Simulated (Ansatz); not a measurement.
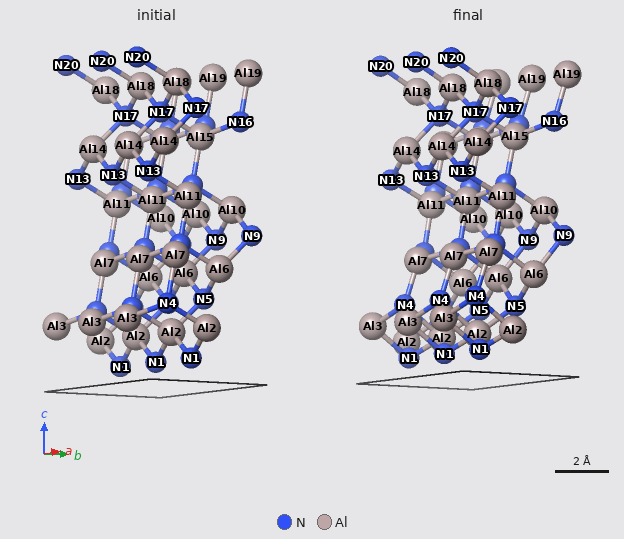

The structure of a slab of composition AlN (cut from the P6_3mc phase) before (left) and after (right) a relaxation, at one scale.

The picture is a ball-and-stick view of the 3 × 1 repeat of the cell, outlined in the plane, without the vacuum (origin shifted), seen from a free direction.

Case: (1 0 1) slab, atoms relaxed. The slab is the (1 0 1) face of AlN.

Method: DFT PBEsol, scalar-relativistic, plane waves, PAW (Ansatz 0.2.0). Settings: plane-wave cutoff 420 eV; k-point mesh 9 × 5 × 1; occupations gaussian; smearing width 0.05 eV; no spin polarisation; dipole correction; atoms relaxed in a fixed cell; force threshold 0.02 eV/Å; at most 60 steps.

**What changed between the two?**

The largest move relative to the layer's centre is that of an N atom, 1.04 Å at 73° to the normal (+c side). By element the largest moves are N 1.04 Å, Al 0.30 Å. The cell doesn't change. Some distances before and after: Al–N 3.080 → 1.928 Å, Al–N 1.904 → 2.004 Å, Al–N 1.891 → 1.798 Å, Al–N 1.891 → 1.983 Å. New bonds form, among them: Al–N (3.08 → 1.93 Å). Bond angles that change, for instance: N–Al–N 108.1° → 87.3°, Al–N–Al 108.1° → 127.2°, Al–N–Al 108.1° → 90.3°. The energy falls by 1.903 eV per cell of the calculation in 11 geometry steps. Largest force component: 2.7 eV/Å at the start, 0.017 eV/Å at the end. The run may lie on a higher electronic state than the lowest, so the end point isn't shown to be the ground-state structure. The run took 12 min on 2 threads of Arm Neoverse V2 (shared host), peak memory 1 GiB.
